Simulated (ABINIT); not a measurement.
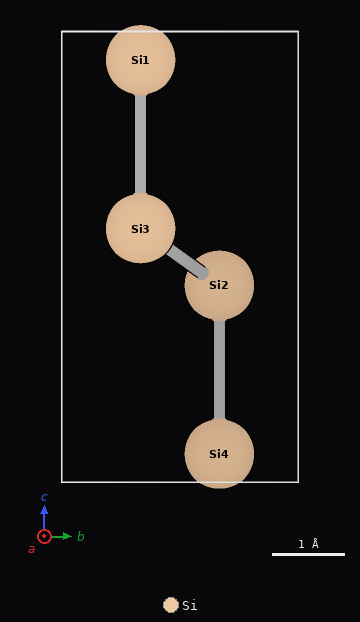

*The input geometry (ball-and-stick view of the cell of the calculation, along the a axis; atoms are numbered from 1 in the order of the input). An atom can appear more than once, as a periodic image.*

Near neighbours in the periodic cell (some may lie outside the picture): Si has 4 Si at 2.35 to 2.37 Å.

Si: single-point calculation

Si (P6₃/mmc, 4 atoms in the cell), computed with Kohn-Sham DFT of a periodic cell, HSE06, PseudoDojo NC SR PBE v0.4.1 standard, no spin polarisation (ABINIT 10.8.3).

The structure derives from a Materials Project entry.

**Input file**
```
# Pseudopotentials
pp_dirpath "./"
pseudos "Si.upf"

# Structure
acell 3*1.0
rprim
     7.2401406968     0.0000000000     0.0000000000
    -3.6200703485     6.2701457705     0.0000000000
     0.0000000000     0.0000000000    11.9669212312
ntypat 1
znucl 14
natom 4
typat 1 1 1 1
xred
     0.6666666667     0.3333333333     0.9369905000
     0.3333333333     0.6666666667     0.4369905000
     0.6666666667     0.3333333333     0.5630095000
     0.3333333333     0.6666666667     0.0630095000

# Plane-wave basis
ecut 14.0

# k points
kptopt 1
ngkpt 8 8 4
nshiftk 1
shiftk 0.0 0.0 0.0

# Exchange and correlation
ixc -428

# Bands and occupations
nband 10
occopt 1

# SCF cycle
nstep 60
diemac 6.0
toldfe 1.0e-7

# Output
iomode 3
prtwf 0
prtden 0
prteig 0
prtebands 0
enunit 2
```

Hardware: 8 threads of Arm Neoverse V1, 24 GiB of memory available, shared host.

Command:
```bash
mpirun --bind-to none -np 8 abinit run.abi > log 2>&1
```

**What the program printed**
```
.Version 10.8.3 of ABINIT
 Symmetries : space group P6_3/m m c (#194); Bravais hP (primitive hexag.)
================================================================================
 Values of the parameters that define the memory need of the present run
     intxc =       0    ionmov =       0      iscf =       7    lmnmax =       6
     lnmax =       6     mgfft =      45  mpssoang =       3    mqgrid =    3001
     natom =       4  nloc_mem =       1    nspden =       1   nspinor =       1
    nsppol =       1      nsym =      24    n1xccc =    2501    ntypat =       1
    occopt =       1   xclevel =       2
       mpw =        1380          nfft =       32805          nkpt =          30
================================================================================
================================================================================

--------------------------------------------------------------------------------
------------- Echo of variables that govern the present computation ------------
--------------------------------------------------------------------------------
 -outvars: echo values of preprocessed input variables --------
            acell      1.0000000000E+00  1.0000000000E+00  1.0000000000E+00 Bohr
              amu      2.80855000E+01
           diemac      6.00000000E+00
             ecut      1.40000000E+01 Hartree
           enunit           2
              ixc        -428
                       outvar_i_n : Printing only first  50 k-points.
         kptrlatt        8    0    0      0    8    0      0    0    4
          kptrlen      4.78676849E+01
            natom           4
            nband          10
          nbandhf           8
            ngfft          27      27      45
             nkpt          30
           nkpthf         256
            nstep          60
             nsym          24
           ntypat           1
           prtden           0
        prtebands           0
           prteig           0
            prtwf           0
            rprim      7.2401406968E+00  0.0000000000E+00  0.0000000000E+00
                      -3.6200703485E+00  6.2701457705E+00  0.0000000000E+00
                       0.0000000000E+00  0.0000000000E+00  1.1966921231E+01
          spgroup         194
           toldfe      1.00000000E-07 Hartree
            typat      1  1  1  1
          usefock           1
           xangst      1.9156587289E+00  1.1060060828E+00  5.9336066503E+00
                      -3.5278588207E-11  2.2120121657E+00  2.7672956523E+00
                       1.9156587289E+00  1.1060060828E+00  3.5653263436E+00
                      -3.5278588207E-11  2.2120121657E+00  3.9901534565E-01
            xcart      3.6200703484E+00  2.0900485902E+00  1.1212891508E+01
                      -6.6666869821E-11  4.1800971803E+00  5.2294308923E+00
                       3.6200703484E+00  2.0900485902E+00  6.7374903389E+00
                      -6.6666869821E-11  4.1800971803E+00  7.5402972332E-01
             xred      6.6666666667E-01  3.3333333333E-01  9.3699050000E-01
                       3.3333333333E-01  6.6666666667E-01  4.3699050000E-01
                       6.6666666667E-01  3.3333333333E-01  5.6300950000E-01
                       3.3333333333E-01  6.6666666667E-01  6.3009500000E-02
            znucl       14.00000

================================================================================

 chkinp: Checking input parameters for consistency.

================================================================================
== DATASET  1 ==================================================================

--- !DatasetInfo
iteration_state: {dtset: 1, }
dimensions: {natom: 4, nkpt: 30, mband: 10, nsppol: 1, nspinor: 1, nspden: 1, mpw: 1380, }
cutoff_energies: {ecut:  14.0, pawecutdg:  -1.0, }
electrons: {nelect:   1.60000000E+01, charge:   0.00000000E+00, occopt:   1.00000000E+00, tsmear:   1.00000000E-02, }
meta: {optdriver: 0, ionmov: 0, optcell: 0, iscf: 7, paral_kgb: 0, }
...

 Real(R)+Recip(G) space primitive vectors, cartesian coordinates (Bohr,Bohr^-1):
 R(1)=  7.2401407  0.0000000  0.0000000  G(1)=  0.1381189  0.0797430  0.0000000
 R(2)= -3.6200703  6.2701458  0.0000000  G(2)=  0.0000000  0.1594859  0.0000000
 R(3)=  0.0000000  0.0000000 11.9669212  G(3)=  0.0000000  0.0000000  0.0835637
 Unit cell volume ucvol=  5.4325918E+02 bohr^3
 Angles (23,13,12)=  9.00000000E+01  9.00000000E+01  1.20000000E+02 degrees

 getcut: wavevector=  0.0000  0.0000  0.0000  ngfft=  27  27  45
         ecut(hartree)=     14.000   => boxcut(ratio)=   2.13415

--- Pseudopotential description ------------------------------------------------
- pspini: atom type   1  psp file is ./Si.upf
12 -101130 2 -1 1510                          pspcod,pspxc,lmax,lloc,mmax
     nproj     2     2     2

   5.97965799E+02                                ecore*ucvol(ha*bohr**3)
--------------------------------------------------------------------------------

================================================================================

--- !BeginCycle
iteration_state: {dtset: 1, }
solver: {iscf: 7, nstep: 60, nline: 4, wfoptalg: 0, }
tolerances: {toldfe: 1.00E-07, }
...

     iter   Etot(hartree)      deltaE(h)  residm     vres2
 ETOT  1  -16.083566601110    -1.608E+01 1.111E-02 5.110E+00
 ETOT  2  -16.921035724214    -8.375E-01 1.803E-04 5.259E+00
 ETOT  3  -16.925158272388    -4.123E-03 3.676E-04 1.453E+00
 ETOT  4  -16.925610388460    -4.521E-04 2.507E-04 1.087E-01
 ETOT  5  -16.925715534771    -1.051E-04 3.339E-05 2.783E-03
 ETOT  6  -16.925716715996    -1.181E-06 1.459E-05 4.845E-04
 ETOT  7  -16.925716985776    -2.698E-07 6.600E-06 4.153E-05
 ETOT  8  -16.925716994338    -8.562E-09 5.141E-06 5.921E-07
 ETOT  9  -16.925716995354    -1.016E-09 3.490E-06 2.857E-07

 At SCF step    9, etot is converged :
  for the second time, diff in etot=  1.016E-09 < toldfe=  1.000E-07

 Cartesian components of stress tensor (hartree/bohr^3)
  sigma(1 1)= -7.74320999E-06  sigma(3 2)=  0.00000000E+00
  sigma(2 2)= -7.74321005E-06  sigma(3 1)=  0.00000000E+00
  sigma(3 3)= -9.61649703E-06  sigma(2 1)=  3.21898227E-14

--- !ResultsGS
iteration_state: {dtset: 1, }
comment   : Summary of ground state results
lattice_vectors:
- [  7.2401407,   0.0000000,   0.0000000, ]
- [ -3.6200703,   6.2701458,   0.0000000, ]
- [  0.0000000,   0.0000000,  11.9669212, ]
lattice_lengths: [   7.24014,    7.24014,   11.96692, ]
lattice_angles: [ 90.000,  90.000, 120.000, ] # degrees, (23, 13, 12)
lattice_volume:   5.4325918E+02
convergence: {deltae: -1.016E-09, res2:  2.857E-07, residm:  3.490E-06, diffor: null, }
etotal    :  -1.69257170E+01
entropy   :   0.00000000E+00
fermie    :   1.56173030E-01
cartesian_stress_tensor: # hartree/bohr^3
- [ -7.74320999E-06,   3.21898227E-14,   0.00000000E+00, ]
- [  3.21898227E-14,  -7.74321005E-06,   0.00000000E+00, ]
- [  0.00000000E+00,   0.00000000E+00,  -9.61649703E-06, ]
pressure_GPa:   2.4618E-01
xred      :
- [  6.6667E-01,   3.3333E-01,   9.3699E-01, Si]
- [  3.3333E-01,   6.6667E-01,   4.3699E-01, Si]
- [  6.6667E-01,   3.3333E-01,   5.6301E-01, Si]
- [  3.3333E-01,   6.6667E-01,   6.3009E-02, Si]
cartesian_forces: # hartree/bohr
- [  4.18393233E-29,   3.89179107E-28,   1.94801195E-04, ]
- [ -1.06922715E-28,  -3.62339169E-28,   1.94801195E-04, ]
- [ -1.06922715E-28,  -1.04675760E-28,  -1.94801195E-04, ]
- [  1.72006107E-28,   7.78358215E-29,  -1.94801195E-04, ]
force_length_stats: {min:   1.94801195E-04, max:   1.94801195E-04, mean:   1.94801195E-04, }
...

 Integrated electronic density in atomic spheres:
 ------------------------------------------------
 Atom  Sphere_radius  Integrated_density
    1        2.00000          1.77547686
    2        2.00000          1.76244229
    3        2.00000          1.76244229
    4        2.00000          1.77547686
================================================================================

 ----iterations are completed or convergence reached----

 Mean square residual over all n,k,spin=   38.103E-09; max=  34.904E-07
 reduced coordinates (array xred) for    4 atoms
       0.666666666667      0.333333333333      0.936990500000
       0.333333333333      0.666666666667      0.436990500000
       0.666666666667      0.333333333333      0.563009500000
       0.333333333333      0.666666666667      0.063009500000
 rms dE/dt=  1.3459E-03; max dE/dt=  2.3312E-03; dE/dt below (all hartree)
    1      -0.000000000000     -0.000000000000     -0.002331170558
    2       0.000000000000      0.000000000000     -0.002331170558
    3       0.000000000000      0.000000000000      0.002331170558
    4      -0.000000000000      0.000000000000      0.002331170558

 cartesian coordinates (angstrom) at end:
    1      1.91565872892172     1.10600608284582     5.93360665027388
    2     -0.00000000003528     2.21201216569163     2.76729565231078
    3      1.91565872892172     1.10600608284582     3.56532634361540
    4     -0.00000000003528     2.21201216569163     0.39901534565231

 cartesian forces (hartree/bohr) at end:
    1      0.00000000000000     0.00000000000000     0.00019480119516
    2     -0.00000000000000    -0.00000000000000     0.00019480119516
    3     -0.00000000000000    -0.00000000000000    -0.00019480119516
    4      0.00000000000000     0.00000000000000    -0.00019480119516
 frms,max,avg= 1.1246852E-04 1.9480120E-04   0.000E+00  0.000E+00  0.000E+00 h/b

 cartesian forces (eV/Angstrom) at end:
    1      0.00000000000000     0.00000000000000     0.01001708020898
    2     -0.00000000000000    -0.00000000000000     0.01001708020898
    3     -0.00000000000000    -0.00000000000000    -0.01001708020898
    4      0.00000000000000     0.00000000000000    -0.01001708020898
 frms,max,avg= 5.7833640E-03 1.0017080E-02   0.000E+00  0.000E+00  0.000E+00 e/A
 length scales=  1.000000000000  1.000000000000  1.000000000000 bohr
              =  0.529177210544  0.529177210544  0.529177210544 angstroms
 Fermi (or HOMO) energy (hartree) =   0.15617   Average Vxc (hartree)=  -0.28500
 Eigenvalues (hartree) for nkpt=  30  k points:
 kpt#   1, nband= 10, wtk=  0.00391, kpt=  0.0000  0.0000  0.0000 (reduced coord)
  -0.34059   -0.24754   -0.13672    0.09499    0.09499    0.14244    0.15617    0.15617
   0.21876    0.25559
 prteigrs : prtvol=0 or 1, do not print more k-points.

 Fermi (or HOMO) energy (eV) =   4.24968   Average Vxc (eV)=  -7.75538
 Eigenvalues (   eV  ) for nkpt=  30  k points:
 kpt#   1, nband= 10, wtk=  0.00391, kpt=  0.0000  0.0000  0.0000 (reduced coord)
  -9.26784   -6.73602   -3.72021    2.58490    2.58490    3.87610    4.24968    4.24968
   5.95273    6.95505
 prteigrs : prtvol=0 or 1, do not print more k-points.

--- !EnergyTerms
iteration_state     : {dtset: 1, }
comment             : Components of total free energy in Hartree
kinetic             :  6.13169544062800E+00
hartree             :  1.13315766920386E+00
xc                  : -5.35994351746403E+00
Ewald energy        : -1.67450768357270E+01
psp_core            :  1.10070076712663E+00
local_psp           : -4.65207669387269E+00
non_local_psp+x     :  1.46582617475106E+00
total_energy        : -1.69257169953542E+01
...

--- !EnergyTermsDC
iteration_state     : {dtset: 1, }
comment             : '"Double-counting" decomposition of free energy'
band_energy         : -9.32317617234519E-01
Ewald energy        : -1.67450768357270E+01
psp_core            :  1.10070076712663E+00
xc_dc               : -3.48989813212353E-01
total_energy_dc     : -1.69256834990472E+01
...

 Cartesian components of stress tensor (hartree/bohr^3)
  sigma(1 1)= -7.74320999E-06  sigma(3 2)=  0.00000000E+00
  sigma(2 2)= -7.74321005E-06  sigma(3 1)=  0.00000000E+00
  sigma(3 3)= -9.61649703E-06  sigma(2 1)=  3.21898227E-14

-Cartesian components of stress tensor (GPa)         [Pressure=  2.4618E-01 GPa]
- sigma(1 1)= -2.27813103E-01  sigma(3 2)=  0.00000000E+00
- sigma(2 2)= -2.27813105E-01  sigma(3 1)=  0.00000000E+00
- sigma(3 3)= -2.82927111E-01  sigma(2 1)=  9.47057282E-10

== END DATASET(S) ==============================================================
================================================================================

 -outvars: echo values of variables after computation  --------
            acell      1.0000000000E+00  1.0000000000E+00  1.0000000000E+00 Bohr
           etotal     -1.6925716995E+01
            fcart      4.1839323335E-29  3.8917910728E-28  1.9480119516E-04
                      -1.0692271519E-28 -3.6233916885E-28  1.9480119516E-04
                      -1.0692271519E-28 -1.0467575989E-28 -1.9480119516E-04
                       1.7200610704E-28  7.7835821459E-29 -1.9480119516E-04
            rprim      7.2401406968E+00  0.0000000000E+00  0.0000000000E+00
                      -3.6200703485E+00  6.2701457705E+00  0.0000000000E+00
                       0.0000000000E+00  0.0000000000E+00  1.1966921231E+01
           strten     -7.7432099891E-06 -7.7432100520E-06 -9.6164970272E-06
                       0.0000000000E+00  0.0000000000E+00  3.2189822732E-14
           xangst      1.9156587289E+00  1.1060060828E+00  5.9336066503E+00
                      -3.5278588207E-11  2.2120121657E+00  2.7672956523E+00
                       1.9156587289E+00  1.1060060828E+00  3.5653263436E+00
                      -3.5278588207E-11  2.2120121657E+00  3.9901534565E-01
             xred      6.6666666667E-01  3.3333333333E-01  9.3699050000E-01
                       3.3333333333E-01  6.6666666667E-01  4.3699050000E-01
                       6.6666666667E-01  3.3333333333E-01  5.6300950000E-01
                       3.3333333333E-01  6.6666666667E-01  6.3009500000E-02
 Calculation completed.
```

**Key numbers**

```csv
quantity,value
outcome,converged
space group (tolerance 0.01 Å),P6₃/mmc (194)
electrons treated,16
free energy,−460.5722 eV
Fermi energy,4.250 eV
gap on the k-point mesh,0.99 eV
pressure,0.25 GPa
largest force (length of the vector),0.010 eV/Å
wall time,28 min (CPU time 3.7 h)
peak memory,0.96 GiB
```

**Notes**

Points of doubt noted for this run: libxc hse convention.
